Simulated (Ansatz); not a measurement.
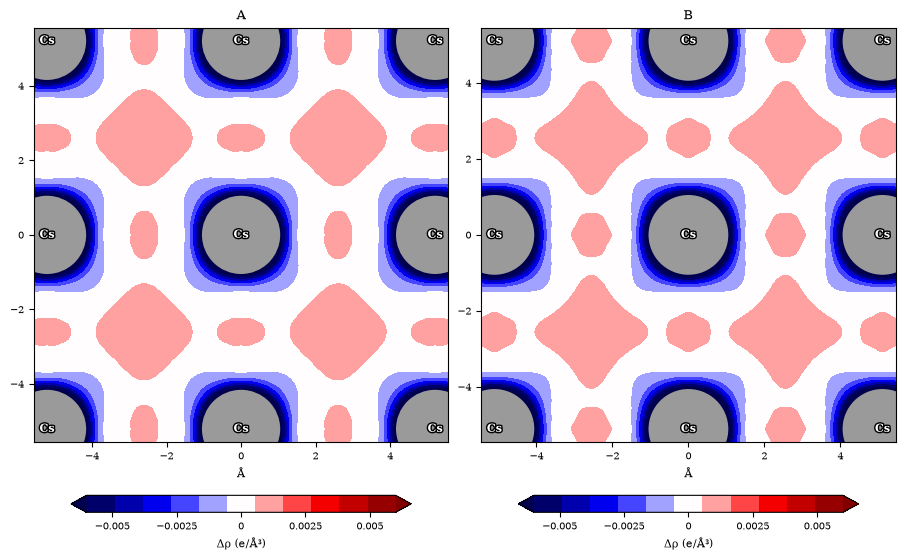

Cs: deformation density on the (001) plane of the conventional cell at two volumes, with the same fractional coordinates and one colour scale. Grey discs cover the cores. Panel A has 106 % of the volume of panel B.

Space group I4_1/amd. This isn't the usual form at ambient conditions. The cell comes from a database of computed structures, not from a measurement.

The calculation used DFT LDA, scalar-relativistic, plane waves, PAW in Ansatz 0.2.0.

Question: How do bonds, bonding charge and pressure respond to this change of volume?

Answer: The pressure is −0.3 GPa in B and −0.4 GPa in A. The rearranged charge is 0.07 e an atom in B and 0.07 e in A.
